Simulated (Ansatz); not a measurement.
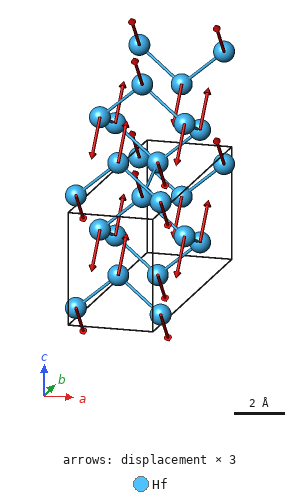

A relaxation of solid Hf (built on the black phosphorus_64 type) (coarse preliminary run). The starting structure is drawn; red arrows show the displacements (the part carried along by the change of the cell is left out), 3 times their true length.

Style: ball-and-stick. Shown: the conventional cell (2 times the calculation's cell), repeated 1 × 1 × 2 with one cell outlined, from a free direction. Lengths and directions refer to the drawn axes.

Case: black phosphorus type (Cmce, No. 64).

Theory: DFT r2SCAN, scalar-relativistic, plane waves, PAW (Ansatz 0.2.0).

The input:
```yaml
crystal:
  lattice:
    - [1.770140208, -5.6152483939, 0.0]
    - [1.770140208, 5.6152483939, 0.0]
    - [0.0, 0.0, 4.6847215172]
  atoms:
    - { symbol: Hf, position: [0.098, 0.902, 0.91] }
    - { symbol: Hf, position: [0.598, 0.402, 0.59] }
    - { symbol: Hf, position: [0.902, 0.098, 0.09] }
    - { symbol: Hf, position: [0.402, 0.598, 0.41] }
basis:
  ecutwfc: 500
kpoints:
  mp_grid: { grid: [6, 6, 4] }
hamiltonian:
  xc: r2scan
scf:
  occupations: { method: gaussian, width: 0.1 }
  lower_state_search: "off"
output:
  forces: true
  stress: true
  eigenvalues: true
relax:
  adjacent_minimum: "off"
  f_tol: 0.04
  max_steps: 70
  cell: { stress_tol: 0.4 }
```

What did the optimiser do to the structure, and how much energy did it gain?

Answer. The energy falls by 10.904 eV per cell of the calculation in 8 accepted moves (9 points after the start). The largest force component goes from 5.2 to 0.0095 eV/Å. The pressure goes from 20.10 to −0.06 GPa. The SCF was repeated once at an unchanged geometry on a basis and grid sized afresh for the cell, which shifted the energy by 0.8 meV per cell of the calculation at most. The largest moves relative to the cell, 0.63 Å, are those of Hf1, Hf2, Hf3 and Hf4. Hf1 goes along [0 −1 2]. The volume changes by −1.8 %, with a 3.540 → 3.195 Å (−9.8 %), b 11.230 → 10.688 Å (−4.8 %), c 4.685 → 5.358 Å (+14.4 %). Some distances before and after: Hf1–Hf3 3.937 → 2.915 Å, Hf1–Hf2 2.320 → 3.119 Å, Hf1–Hf3 (another image) 2.357 → 2.906 Å, Hf1–Hf2 (another image) 3.644 → 3.119 Å. New bonds form: Hf1–Hf3 (3.94 → 2.91 Å), Hf2–Hf4 (3.94 → 2.91 Å). Bond angles that change, for instance: Hf2–Hf1–Hf2 99.5° → 61.6°, Hf2–Hf1–Hf3 103.4° → 90.0°. The space group (tolerance 0.01 Å) goes from Cmce (No. 64) to Fmmm (No. 69).
